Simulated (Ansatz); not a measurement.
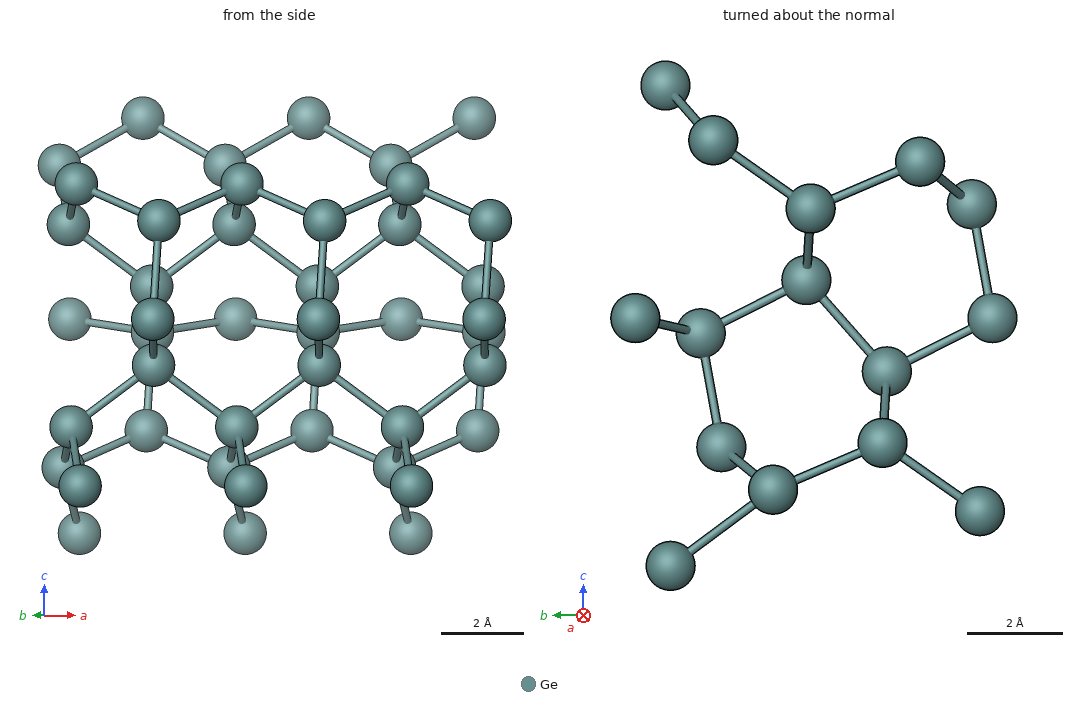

A ball-and-stick picture of a periodic slab, seen from the side and turned about the normal. The surface normal points up in side views; the vacuum is left out. 3×1 cells are drawn in the plane, with atoms at the edges repeated.

The cell holds 14 Ge. The slab was cut from bulk Ge (P6_3/mmc).

Question: What is its extent along the surface normal?

Answer: About 10 Å from the lowest to the highest atom.

Question: What facet is shown?

Answer: (1 0 1).

Method used: DFT PBE, scalar-relativistic, plane waves, PAW (Ansatz). It ran with a basis cut at 420 eV, a 9×5×1 grid in reciprocal space, Gaussian smearing of 0.1 eV, no spin polarisation.

Question: How much energy takes an electron from the Fermi level to the vacuum on each side?

Answer: 4.28 eV on both faces.

Provenance: a structure listed in the Materials Project, from which a slab was cut. The atoms were relaxed in a fixed cell with DFT PBE, scalar-relativistic, plane waves, PAW in Ansatz.
